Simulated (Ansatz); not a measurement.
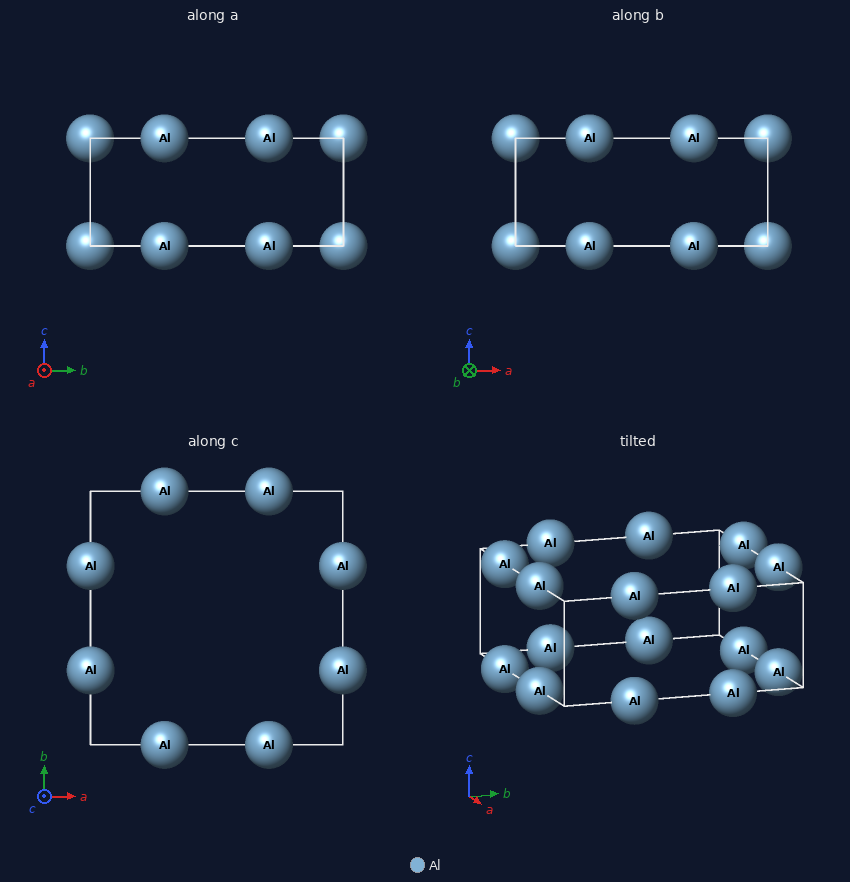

We look at a spheres-only model of the crystal along the a axis, along the b axis, along the c axis and slightly off an axis. The parallelepiped is the unit cell.

Lattice parameters: a = 6.3711 Å, b = 6.3990 Å, c = 2.7167 Å, α = 90.000°, β = 90.000°, γ = 90.000°.

Question: Put the structure into a CIF in P1 with every atom of the cell, with free fractional coordinates to two decimals.

Answer:
```cif
data_structure
_symmetry_space_group_name_H-M 'P 1'
_symmetry_Int_Tables_number 1
_cell_length_a 6.3711
_cell_length_b 6.3990
_cell_length_c 2.7167
_cell_angle_alpha 90.000
_cell_angle_beta 90.000
_cell_angle_gamma 90.000
_cell_volume 110.76
loop_
_atom_site_label
_atom_site_type_symbol
_atom_site_fract_x
_atom_site_fract_y
_atom_site_fract_z
_atom_site_occupancy
Al1 Al 0.00 0.29 0.00 1
Al2 Al 0.29 0.00 0.00 1
Al3 Al 0.71 0.00 0.00 1
Al4 Al 0.00 0.71 0.00 1
```

The structure was taken from a structure type filled with this element by a generator (whether the element takes this form wasn't checked). Atoms and cell were optimised with DFT PBE, scalar-relativistic, plane waves, PAW (Ansatz 0.2.0).
